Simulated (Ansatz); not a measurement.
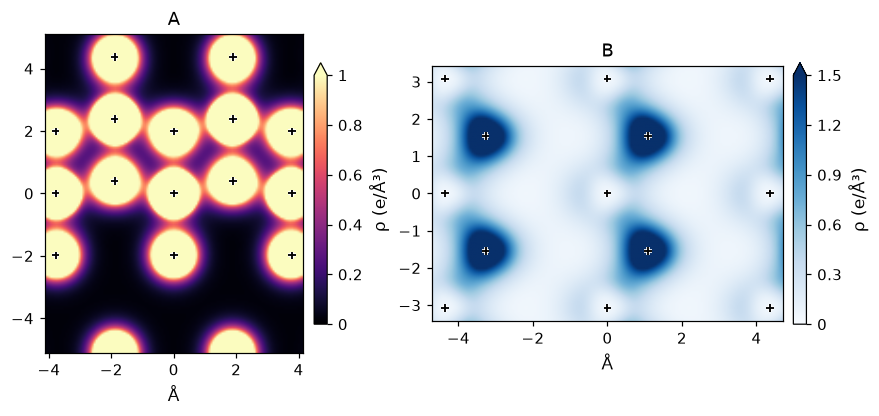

The valence pseudo-density of 2 systems, each on a plane through atoms (crosses mark nuclei in the plane).

All numbers below come from Ansatz 0.2.0, DFT, LDA, plane-wave PAW, default files, scalar-relativistic, frozen cores.

System 1: TiO2, the (100) plane of the conventional cell. Space group I4₁/amd; computed pressure about −7 GPa in this cell; computed without spin polarisation.

```
CELL_PARAMETERS angstrom
3.78420 0.00000 0.00000
0.00000 3.78420 0.00000
0.00000 0.00000 9.51460
ATOMIC_POSITIONS crystal
Ti 0.00000 0.00000 0.00000
Ti 0.50000 0.50000 0.50000
Ti 0.00000 0.50000 0.25000
Ti 0.50000 0.00000 0.75000
O 0.00000 0.00000 0.20879
O 0.50000 0.50000 0.70879
O 0.00000 0.50000 0.45879
O 0.50000 0.00000 0.95879
O 0.00000 0.50000 0.04121
O 0.50000 0.00000 0.54121
O 0.00000 0.00000 0.79121
O 0.50000 0.50000 0.29121
```

System 2: SiC, the (101) plane of the conventional cell. Space group F-43m; computed pressure about −4 GPa in this cell.

### Match each panel to its system.

Panel A is system 1, TiO2: the plane holds Ti and O. Ti–O (1.93 Å): ρ at the midpoint is about 0.75 e/Å³. Panel B is system 2, SiC: the plane holds Si and C. Si–C (1.89 Å): the density is about 0.88 e/Å³ at the midpoint.
